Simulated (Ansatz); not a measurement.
**A Fermi-surface study of Pb (space group P6_3/mmc, No. 194)**

```
Pb
1.0
     3.48000    0.00000    0.00000
    -1.74000    3.01377    0.00000
     0.00000    0.00000    5.59000
Pb
2
Direct
  0.33333 0.66667 0.25000
  0.66667 0.33333 0.75000
```

Method: DFT LDA, scalar-relativistic, plane waves, PAW; levels and slopes on a dense k mesh at the converged density (Ansatz 0.2.0). No spin polarisation. The levels come from a k mesh of 30×30×16 points. Unrelaxed database geometry.

### 1. The sheets

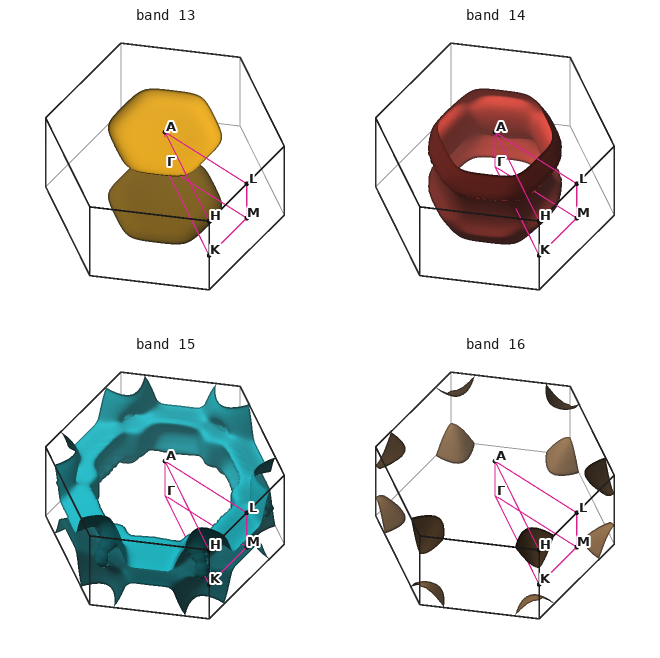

Computed Fermi surface of this crystal. Each panel holds one band. The brighter face of a sheet looks towards empty states.

**What does each sheet look like, and where are the electron and hole pockets?**

Four bands cross the Fermi level; this is a three-dimensional metal.

Band 13: one hole pocket centred at A (3.5 % of the zone).
Band 14: one open hole tube parallel to Γ–A.
Band 15: a sheet that is open in all directions, neither an electron nor a hole pocket (the band is filled at K, H and M and empty at Γ, A and L).
Band 16: two electron pockets centred at H (each 1.5 % of the zone).
A pocket cut by a face of the zone is counted once with the part on the opposite face.

**What does the calculation give for N(E_F) and the Drude plasma frequency?**

The density of states at the Fermi level is 1.1 states/eV per primitive cell. The intraband plasma frequency is 8.4 eV in all directions.

### 2. Cuts and bands

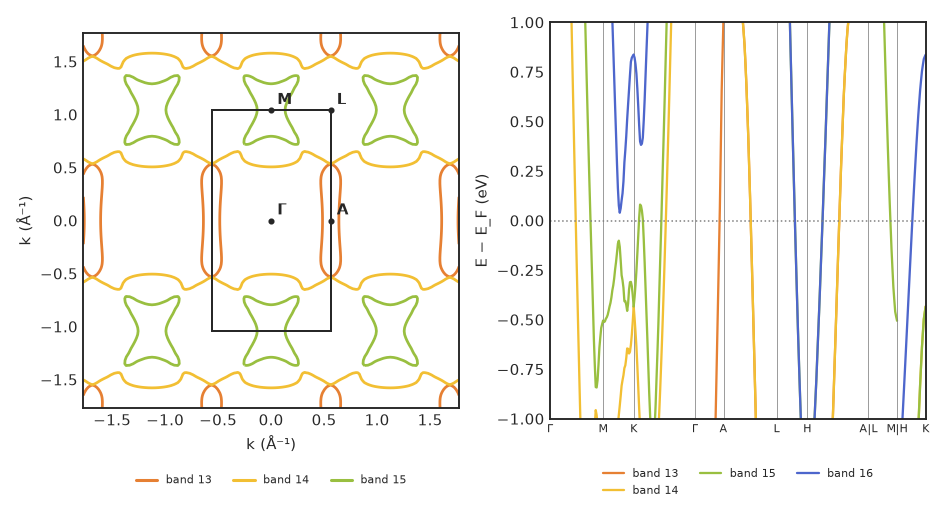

This crystal: cut through the Fermi surface in the plane through Γ, A and M, and the bands that cross the Fermi level.

**Give each band's level at the labelled points, in eV from the Fermi level.**

```json
{"band": "band 13", "Γ": "below", "A": "above", "K": "below", "H": "below", "M": "below", "L": "below"}
{"band": "band 14", "Γ": "above", "A": "above", "K": "−0.43", "H": "below", "M": "below", "L": "below"}
{"band": "band 15", "Γ": "above", "A": "above", "K": "−0.43", "H": "below", "M": "−0.51", "L": "above"}
{"band": "band 16", "Γ": "above", "A": "above", "K": "+0.84", "H": "below", "M": "above", "L": "above"}
```

Negative values are filled states; "above" and "below" lie outside the plotted window.

### 3. Speeds

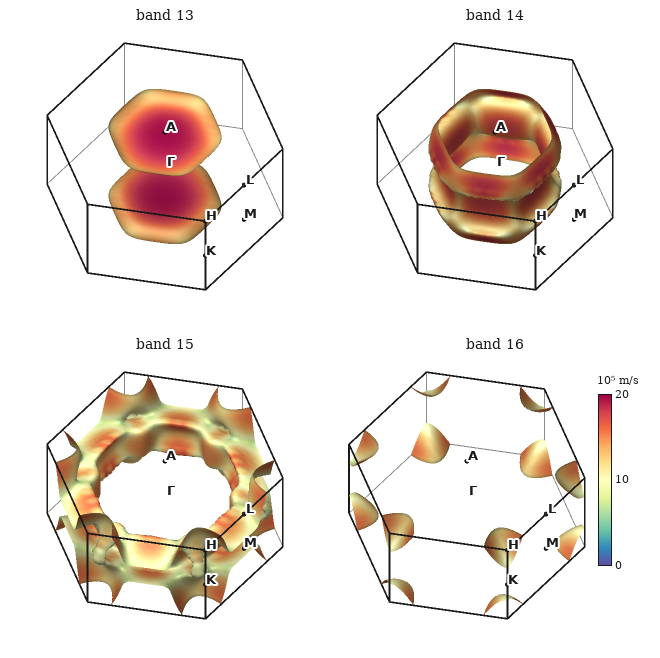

Fermi surface of this crystal, coloured by the Fermi speed.

**Give the range and mean of the Fermi speed for each band.**

Band 13: 12 to 20 × 10⁵ m/s over most of the sheet, 16 × 10⁵ m/s on average over states. Band 14: 11 to 18 × 10⁵ m/s over most of the sheet, 14 × 10⁵ m/s on average over states. Band 15: 7.7 to 16 × 10⁵ m/s over most of the sheet, 12 × 10⁵ m/s on average over states. Band 16: 8.6 to 15 × 10⁵ m/s over most of the sheet, 12 × 10⁵ m/s on average over states.

**Which of these bands adds most to the density of states at the Fermi level?**

Band 15, with 0.62 of 1.1 states/eV per cell.

Spin-orbit coupling is left out; with Pb it can split, shift or remove sheets. Necks and pockets thinner than about two mesh steps aren't resolved, so separate pockets may in truth be joined.

The run (self-consistency and the dense mesh) took 42 s on 1 thread of Arm Neoverse V2 (shared host), peak memory 0.66 GiB.
